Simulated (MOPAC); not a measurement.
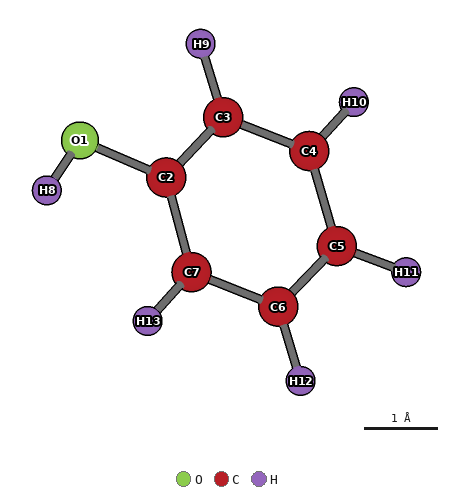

*The input geometry (ball-and-stick view, seen at a tilt; atoms are numbered from 1 in the order of the input).*

Bond lengths as drawn: C–C 1.36 to 1.39 Å, C–H 1.08 to 1.11 Å, C–O 1.40 Å and H–O 0.96 Å.

Geometry relaxation of C6H6O (part 1 of 2)

- system: C6H6O, SMILES Oc1ccccc1
- method: PM6-DH+, closed shell, dispersion DH+ (MOPAC 23.2.5)

The atoms were displaced at random from an optimised geometry.

### Input (job.mop)
```
PM6-DH+ DISP PRECISE BONDS CYCLES=300 GNORM=0.05 THREADS=1 AUX(PRECISION=6)
optimise of C6H6O
Oc1ccccc1
O      0.047800 1    -2.158645 1     1.276530 1
C      0.043166 1    -0.956068 1     0.561892 1
C      1.222483 1    -0.518982 1     0.056946 1
C      1.255574 1     0.657711 1    -0.662522 1
C      0.095209 1     1.395881 1    -0.854923 1
C     -1.098114 1     0.940089 1    -0.336430 1
C     -1.122924 1    -0.243813 1     0.391259 1
H     -0.847577 1    -2.351312 1     1.576382 1
H      2.120555 1    -1.095220 1     0.222637 1
H      2.209907 1     1.001477 1    -1.053724 1
H      0.137580 1     2.339667 1    -1.436084 1
H     -2.017120 1     1.505836 1    -0.507354 1
H     -2.085630 1    -0.597406 1     0.764428 1
```

Machine: 1 thread of Arm Neoverse N1, 90 GiB of memory available, shared host.

Launched with:
```bash
mopac job.mop
```

### The program's output
```
MOPAC v23.2.5
PM6-DH+ CALCULATION RESULTS

 *  PM6-DH+    - CORRECT DISPERSION AND HYDROGEN BOND TERMS USING PM6-DH+
 *  PRECISE    - TIGHTER CRITERIA TO BE USED
 *  THREADS=1  - MULTI-THREADING NOT USED
 *  CYCLES=    - DO A MAXIMUM OF 300 STEPS
 *  GNORM      - EXIT WHEN GRADIENT NORM DROPS BELOW 0.050
 *  AUX        - OUTPUT AUXILIARY INFORMATION
 *  DISP       - PRINT DISPERSION AND HYDROGEN BOND ENERGIES
 *  BONDS      - FINAL BOND-ORDER MATRIX TO BE PRINTED
PM6-DH+ DISP PRECISE BONDS CYCLES=300 GNORM=0.05 THREADS=1 AUX(PRECISION=6)
 optimise of C6H6O
 Oc1ccccc1
   ATOM   CHEMICAL          X               Y               Z
  NUMBER   SYMBOL      (ANGSTROMS)     (ANGSTROMS)     (ANGSTROMS)

     1       O          0.04780000  *  -2.15864500  *   1.27653000  *
     2       C          0.04316600  *  -0.95606800  *   0.56189200  *
     3       C          1.22248300  *  -0.51898200  *   0.05694600  *
     4       C          1.25557400  *   0.65771100  *  -0.66252200  *
     5       C          0.09520900  *   1.39588100  *  -0.85492300  *
     6       C         -1.09811400  *   0.94008900  *  -0.33643000  *
     7       C         -1.12292400  *  -0.24381300  *   0.39125900  *
     8       H         -0.84757700  *  -2.35131200  *   1.57638200  *
     9       H          2.12055500  *  -1.09522000  *   0.22263700  *
    10       H          2.20990700  *   1.00147700  *  -1.05372400  *
    11       H          0.13758000  *   2.33966700  *  -1.43608400  *
    12       H         -2.01712000  *   1.50583600  *  -0.50735400  *
    13       H         -2.08563000  *  -0.59740600  *   0.76442800  *

          CARTESIAN COORDINATES

    NO.       ATOM           X           Y           Z

     1         O          0.0478     -2.1586      1.2765
     2         C          0.0432     -0.9561      0.5619
     3         C          1.2225     -0.5190      0.0569
     4         C          1.2556      0.6577     -0.6625
     5         C          0.0952      1.3959     -0.8549
     6         C         -1.0981      0.9401     -0.3364
     7         C         -1.1229     -0.2438      0.3913
     8         H         -0.8476     -2.3513      1.5764
     9         H          2.1206     -1.0952      0.2226
    10         H          2.2099      1.0015     -1.0537
    11         H          0.1376      2.3397     -1.4361
    12         H         -2.0171      1.5058     -0.5074
    13         H         -2.0856     -0.5974      0.7644

 "Third-Generation Hydrogen-Bonding Corrections for Semiempirical QM Methods and Force Fields"

           Empirical Formula: C6 H6 O  =    13 atoms

      MOLECULAR POINT GROUP   :   Cs

      RHF CALCULATION, NO. OF DOUBLY OCCUPIED LEVELS = 18

          Geometry optimization using EF

          DIAGONAL MATRIX USED AS START HESSIAN
```

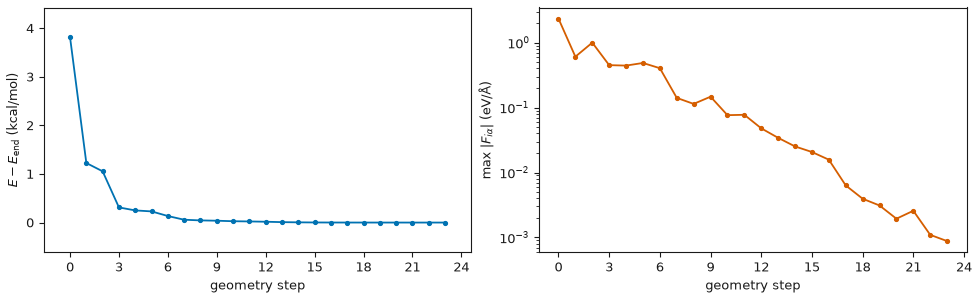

*Progress of the relaxation, step by step (steps are counted from 0).*

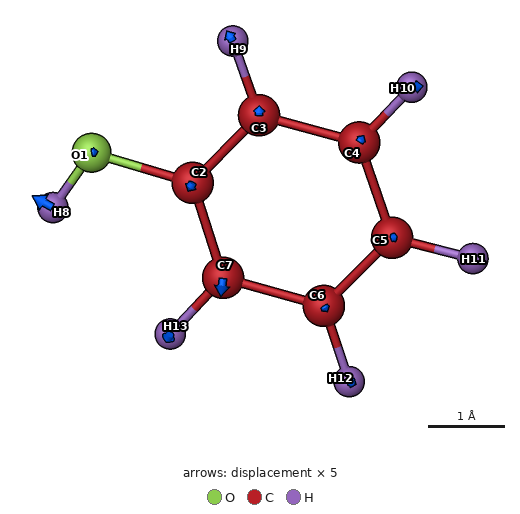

*The starting structure with the displacements as blue arrows, magnified 5 times (ball-and-stick view, seen at a tilt). The two geometries are laid on each other by the best rigid fit.*

Over 23 geometry steps the energy falls by 3.82 kcal/mol. Largest force component: 2.3 eV/Å at the start, 0.00088 eV/Å at the end. The atom that moves furthest after the best rigid fit is H8 (0.066 Å). Largest moves by element: H 0.066 Å, C 0.052 Å, O 0.020 Å. Among the contacts that change: C2–C3 1.355 → 1.406 Å, C2–C7 1.377 → 1.402 Å, O1–H8 0.964 → 0.987 Å, O1–C2 1.399 → 1.375 Å. Among the angles that change: C2–O1–H8 109.1° → 112.2°, C6–C7–H13 118.1° → 120.7°, O1–C2–C3 117.7° → 115.1°. (Atoms are counted from 1 in the order of the input.)

```
 CYCLE:     1 TIME:   0.008 TIME LEFT:  2.00D  GRAD.:   108.222 HEAT: -18.30351
 CYCLE:     2 TIME:   0.016 TIME LEFT:  2.00D  GRAD.:    35.081 HEAT: -20.89342
 CYCLE:     3 TIME:   0.000 TIME LEFT:  2.00D  GRAD.:    58.895 HEAT: -21.06456
 CYCLE:     4 TIME:   0.008 TIME LEFT:  2.00D  GRAD.:    26.211 HEAT: -21.80714
 CYCLE:     5 TIME:   0.008 TIME LEFT:  2.00D  GRAD.:    25.852 HEAT: -21.86911
 CYCLE:     6 TIME:   0.008 TIME LEFT:  2.00D  GRAD.:    24.964 HEAT: -21.88939
 CYCLE:     7 TIME:   0.000 TIME LEFT:  2.00D  GRAD.:    18.439 HEAT: -21.98452
 CYCLE:     8 TIME:   0.008 TIME LEFT:  2.00D  GRAD.:     8.267 HEAT: -22.06090
 CYCLE:     9 TIME:   0.008 TIME LEFT:  2.00D  GRAD.:     6.704 HEAT: -22.07451
 CYCLE:    10 TIME:   0.000 TIME LEFT:  2.00D  GRAD.:     6.012 HEAT: -22.08106
 CYCLE:    11 TIME:   0.008 TIME LEFT:  2.00D  GRAD.:     3.286 HEAT: -22.09148
 CYCLE:    12 TIME:   0.000 TIME LEFT:  2.00D  GRAD.:     3.428 HEAT: -22.09606
 CYCLE:    13 TIME:   0.008 TIME LEFT:  2.00D  GRAD.:     2.845 HEAT: -22.10211
 CYCLE:    14 TIME:   0.000 TIME LEFT:  2.00D  GRAD.:     1.794 HEAT: -22.11030
 CYCLE:    15 TIME:   0.008 TIME LEFT:  2.00D  GRAD.:     1.199 HEAT: -22.11454
 CYCLE:    16 TIME:   0.000 TIME LEFT:  2.00D  GRAD.:     0.891 HEAT: -22.11698
 CYCLE:    17 TIME:   0.008 TIME LEFT:  2.00D  GRAD.:     0.786 HEAT: -22.11799
 CYCLE:    18 TIME:   0.000 TIME LEFT:  2.00D  GRAD.:     0.377 HEAT: -22.11857
 CYCLE:    19 TIME:   0.008 TIME LEFT:  2.00D  GRAD.:     0.242 HEAT: -22.11880
 CYCLE:    20 TIME:   0.000 TIME LEFT:  2.00D  GRAD.:     0.209 HEAT: -22.11892
 CYCLE:    21 TIME:   0.000 TIME LEFT:  2.00D  GRAD.:     0.155 HEAT: -22.11896
 CYCLE:    22 TIME:   0.008 TIME LEFT:  2.00D  GRAD.:     0.121 HEAT: -22.11898
 CYCLE:    23 TIME:   0.000 TIME LEFT:  2.00D  GRAD.:     0.073 HEAT: -22.11900
 CYCLE:    24 TIME:   0.008 TIME LEFT:  2.00D  GRAD.:     0.047 HEAT: -22.11901

     GRADIENT =  0.04660 IS LESS THAN CUTOFF =  0.05000

 -------------------------------------------------------------------------------
 PM6-DH+ DISP PRECISE BONDS CYCLES=300 GNORM=0.05 THREADS=1 AUX(PRECISION=6)
 optimise of C6H6O
 Oc1ccccc1

     GEOMETRY OPTIMISED USING EIGENVECTOR FOLLOWING (EF).
     SCF FIELD WAS ACHIEVED

                              PM6-DH+ CALCULATION

          FINAL HEAT OF FORMATION =        -22.11901 KCAL/MOL =     -92.54595 KJ/MOL

          TOTAL ENERGY            =     -25535.83251 KCAL/MOL = ELECTRONIC ENERGY + CORE-CORE REPULSION
          ENERGY OF ATOMS         =      25514.65730 KCAL/MOL
                              SUM =        -21.17521 KCAL/MOL
          DISPERSION ENERGY       =         -0.94380 KCAL/MOL
                              SUM =        -22.11901 KCAL/MOL = FINAL HEAT OF FORMATION

          TOTAL ENERGY            =      -1107.33850 EV
          ELECTRONIC ENERGY       =      -4432.21994 EV
          CORE-CORE REPULSION     =       3324.88143 EV
          COSMO AREA              =        129.84 SQUARE ANGSTROMS
          COSMO VOLUME            =        119.57 CUBIC ANGSTROMS

          GRADIENT NORM           =          0.04660          =       0.01293 PER ATOM
          IONIZATION POTENTIAL    =          9.097590 EV
          HOMO LUMO ENERGIES (EV) =         -9.098  0.128
          NO. OF FILLED LEVELS    =         18
          MOLECULAR WEIGHT        =         94.1128         POINT GROUP:  Cs

          MOLECULAR DIMENSIONS (Angstroms)

            Atom       Atom       Distance
            H    11    H     8     5.71522
            H    12    H     9     4.62328
            O     1    H    10     0.00131

          SCF CALCULATIONS        =         30

          WALL-CLOCK TIME         =      0.125 SECONDS
          COMPUTATION TIME        =      0.126 SECONDS

   ATOM   CHEMICAL          X               Y               Z
  NUMBER   SYMBOL      (ANGSTROMS)     (ANGSTROMS)     (ANGSTROMS)

     1       O          0.06172819  *  -2.14711802  *   1.27016406  *
     2       C          0.01762249  *  -0.96346667  *   0.57092940  *
     3       C          1.25169646  *  -0.52911436  *   0.05674938  *
     4       C          1.27828711  *   0.66297654  *  -0.66279565  *
     5       C          0.10366153  *   1.40261519  *  -0.86393489  *
     6       C         -1.11004023  *   0.94835351  *  -0.34143240  *
     7       C         -1.17113266  *  -0.24458985  *   0.38562913  *
     8       H         -0.82624990  *  -2.41110470  *   1.61201930  *
     9       H          2.14674519  *  -1.12179441  *   0.22746362  *
    10       H          2.22176743  *   1.02386122  *  -1.07327166  *
    11       H          0.13976365  *   2.33111695  *  -1.42803116  *
    12       H         -2.02054873  *   1.52651328  *  -0.49975611  *
    13       H         -2.11192039  *  -0.59822987  *   0.79146314  *

                             CARTESIAN COORDINATES

   1    O        0.061728190    -2.147118023     1.270164060
   2    C        0.017622492    -0.963466667     0.570929395
   3    C        1.251696461    -0.529114356     0.056749375
   4    C        1.278287114     0.662976540    -0.662795655
   5    C        0.103661530     1.402615186    -0.863934886
   6    C       -1.110040229     0.948353513    -0.341432401
   7    C       -1.171132661    -0.244589848     0.385629131
   8    H       -0.826249905    -2.411104704     1.612019301
   9    H        2.146745192    -1.121794408     0.227463616
  10    H        2.221767428     1.023861218    -1.073271663
  11    H        0.139763647     2.331116945    -1.428031159
  12    H       -2.020548731     1.526513284    -0.499756107
  13    H       -2.111920394    -0.598229872     0.791463136

           Empirical Formula: C6 H6 O  =    13 atoms

      MOLECULAR POINT GROUP   :   Cs

                  EIGENVALUES
 -30.95917 -29.82382 -26.21315 -25.64000 -22.09080 -21.32934 -18.72182 -17.05039
 -16.05671 -14.94635 -14.52206 -14.51801 -13.83637 -12.59027 -12.32135 -12.03155
  -9.97159  -9.09759   0.12806   0.33361   2.28149   2.50107   4.02271   4.12861
   4.69246   4.85889   4.98782   5.32452   5.46644   5.62374   5.89103   6.11158
   6.21541   6.29724

              NET ATOMIC CHARGES AND DIPOLE CONTRIBUTIONS

  ATOM NO.   TYPE          CHARGE      No. of ELECS.   s-Pop       p-Pop
    1          O          -0.476134        6.4761     1.80636     4.66977
    2          C           0.346971        3.6530     1.08130     2.57173
    3          C          -0.301493        4.3015     1.10527     3.19623
    4          C          -0.024173        4.0242     1.10412     2.92005
    5          C          -0.264826        4.2648     1.10445     3.16038
    6          C          -0.008254        4.0083     1.10176     2.90649
    7          C          -0.375932        4.3759     1.10813     3.26780
    8          H           0.322104        0.6779     0.67790
    9          H           0.180563        0.8194     0.81944
   10          H           0.140629        0.8594     0.85937
   11          H           0.156770        0.8432     0.84323
   12          H           0.137139        0.8629     0.86286
   13          H           0.166636        0.8334     0.83336
 DIPOLE           X         Y         Z       TOTAL
 POINT-CHG.    -0.878     0.884    -0.347     1.293
 HYBRID        -0.395    -0.409     0.327     0.656
 SUM           -1.273     0.475    -0.020     1.359

          ATOMIC ORBITAL ELECTRON POPULATIONS

     Atom    s        px        py        pz
    1  O   1.80636   1.47706   1.47398   1.71873
    2  C   1.08130   0.94305   0.78123   0.84745
    3  C   1.10527   1.05408   1.05430   1.08785
    4  C   1.10412   1.02889   0.95187   0.93929
    5  C   1.10445   0.99039   1.08101   1.08897
    6  C   1.10176   1.02223   0.96100   0.92326
    7  C   1.10813   1.06408   1.06294   1.14078
    8  H   0.67790
    9  H   0.81944
   10  H   0.85937
   11  H   0.84323
   12  H   0.86286
   13  H   0.83336

          BONDING CONTRIBUTION OF EACH M.O.

  1.3255  1.8077  1.9097  1.7720  1.9181  1.8465  1.9311  1.8188  1.7081  2.0066
  2.0089  1.2627  1.4068  1.9665  1.3365  1.9571  1.9028  1.6129 -2.0388 -2.0349
 -1.8901 -2.0406 -1.8852 -2.0037 -1.9339 -1.9668 -1.9476 -1.9370 -2.0079 -1.9387
 -1.9718 -1.9798 -1.9622 -1.9592

            (VALENCIES)   BOND ORDERS

     1  O     (2.042)     2  C 1.039     8  H 0.877     7  C 0.054     3  C 0.036     5  C 0.015

     2  C     (3.896)     7  C 1.378     3  C 1.357     1  O 1.039     5  C 0.098

     3  C     (3.950)     4  C 1.464     2  C 1.357     9  H 0.952     6  C 0.105     1  O 0.036     8  H 0.012

     4  C     (3.967)     3  C 1.464     5  C 1.411    10  H 0.965     7  C 0.103

     5  C     (3.964)     6  C 1.453     4  C 1.411    11  H 0.961     2  C 0.098     1  O 0.015

     6  C     (3.966)     5  C 1.453     7  C 1.422    12  H 0.966     3  C 0.105

     7  C     (3.940)     6  C 1.422     2  C 1.378    13  H 0.957     4  C 0.103     1  O 0.054

     8  H     (0.896)     1  O 0.877     3  C 0.012

     9  H     (0.967)     3  C 0.952

    10  H     (0.980)     4  C 0.965

    11  H     (0.975)     5  C 0.961

    12  H     (0.981)     6  C 0.966

    13  H     (0.972)     7  C 0.957

 *                    *
 * JOB ENDED NORMALLY *
 *                    *

 TOTAL JOB TIME:             0.13 SECONDS

 == MOPAC DONE ==
```

### Trajectory as extended XYZ (Å, eV, eV/Å), 17 of the 24 frames kept, from step=0 to step=23
```
13
Properties=species:S:1:pos:R:3:forces:R:3 step=0 energy=-0.79371
O     0.0478   -2.1586    1.2765    0.4664   0.6584  -0.4948
C     0.0432   -0.9561    0.5619   -1.2180  -1.7519   1.3921
C     1.2225   -0.5190    0.0569    2.3430  -0.2230  -0.3735
C     1.2556    0.6577   -0.6625    0.6819   0.5942  -0.3477
C     0.0952    1.3959   -0.8549    0.4618   1.2154  -0.9074
C    -1.0981    0.9401   -0.3364   -0.8325   0.2374   0.0485
C    -1.1229   -0.2438    0.3913   -1.9327   0.2336   0.0060
H    -0.8476   -2.3513    1.5764   -0.4779  -0.3610   0.3184
H     2.1206   -1.0952    0.2226    0.3786  -0.2085   0.0285
H     2.2099    1.0015   -1.0537    0.0772   0.1190  -0.1332
H     0.1376    2.3397   -1.4361   -0.0470  -0.4063   0.2690
H    -2.0171    1.5058   -0.5074   -0.0129  -0.0489   0.0783
H    -2.0856   -0.5974    0.7644    0.1121  -0.0584   0.1157
13
Properties=species:S:1:pos:R:3:forces:R:3 step=1 energy=-0.90602
O     0.0515   -2.1526    1.2705    0.1372  -0.2198   0.1154
C     0.0316   -0.9776    0.5817    0.0903   0.6078  -0.3698
C     1.2441   -0.5228    0.0532   -0.0460  -0.1943   0.1609
C     1.2621    0.6634   -0.6657    0.2116   0.1340  -0.0225
C     0.0998    1.4090   -0.8660   -0.0967   0.0749  -0.0522
C    -1.1057    0.9419   -0.3350    0.1364   0.3033  -0.2291
C    -1.1410   -0.2422    0.3919   -0.5530  -0.1377   0.0146
H    -0.8522   -2.3559    1.5808   -0.2827  -0.4167   0.3102
H     2.1240   -1.0980    0.2235    0.5948  -0.3168   0.0426
H     2.2107    1.0025   -1.0550    0.2328   0.1978  -0.2041
H     0.1373    2.3347   -1.4320   -0.0315   0.0237  -0.0056
H    -2.0172    1.5050   -0.5061   -0.1457   0.0615   0.0375
H    -2.0847   -0.5984    0.7660   -0.2475  -0.1176   0.2021
```
